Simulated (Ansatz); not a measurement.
System: TiO$_{2}$.

Input file:

```
crystal:
  lattice:
    - [4.5922, 0.0, 0.0]
    - [0.0, 4.5922, 0.0]
    - [0.0, 0.0, 2.9574]
  atoms:
    - { symbol: Ti, position: [0.0, 0.0, 0.0] }
    - { symbol: Ti, position: [0.5, 0.5, 0.5] }
    - { symbol: O, position: [0.30496, 0.30496, 0.0] }
    - { symbol: O, position: [0.19504, 0.80496, 0.5] }
    - { symbol: O, position: [0.69504, 0.69504, 0.0] }
    - { symbol: O, position: [0.80496, 0.19504, 0.5] }
basis:
  ecutwfc: 420
kpoints:
  mp_grid: { grid: [6, 6, 10] }
hamiltonian:
  xc: pbesol
scf:
  occupations: { method: gaussian, width: 0.02 }
output:
  forces: true
  stress: true
  eigenvalues: true
  write_density: true
  write_potential: true
  elf: true
  volumetric_format: npy
relax:
  adjacent_minimum: "off"
  f_tol: 0.005
  max_steps: 80
  cell: { stress_tol: 0.05 }
```

Command:

```sh
ansatz run input.yaml --threads 2 --pin off --max-ram 5120MiB --backend cpu --events-out ev --progress --plain --runs-dir out
```

Below, planes, directions and counts refer to the conventional cell (a = 4.59 Å, b = 4.59 Å, c = 2.94 Å, α = 90.00°, β = 90.00°, γ = 90.00°).

The fields are those of the run's last geometry, not of the input's.

Space group P4₂/mnm; computed without spin polarisation.

Level of theory: DFT PBEsol, scalar-relativistic, plane waves, PAW (Ansatz 0.2.0).

**Predict the valence pseudo-density and electron localisation function between the atoms.**

Ti–O (1.94 Å): the density is about 0.74 e/Å³ at the midpoint; the ELF peaks at about 0.80 in the valence shell of O, 0.6 Å from its nucleus, and is about 0.20 at the midpoint; no shared electron pair shows on this line.

**Metal or insulator at this level of theory?**

It is gapped, with a Kohn–Sham gap of 1.9 eV on the k-point mesh, an upper bound to the gap of this method.

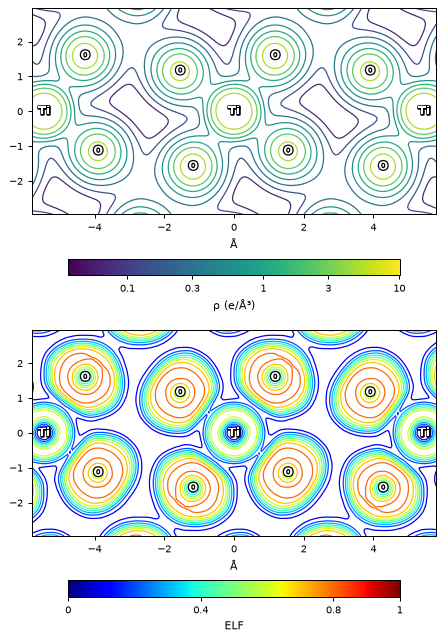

Computed valence pseudo-density and electron localisation function on the (111) plane of the conventional cell, in this order. 

Core electrons are frozen (PAW), and the valence fields are smoothed inside the atomic spheres.
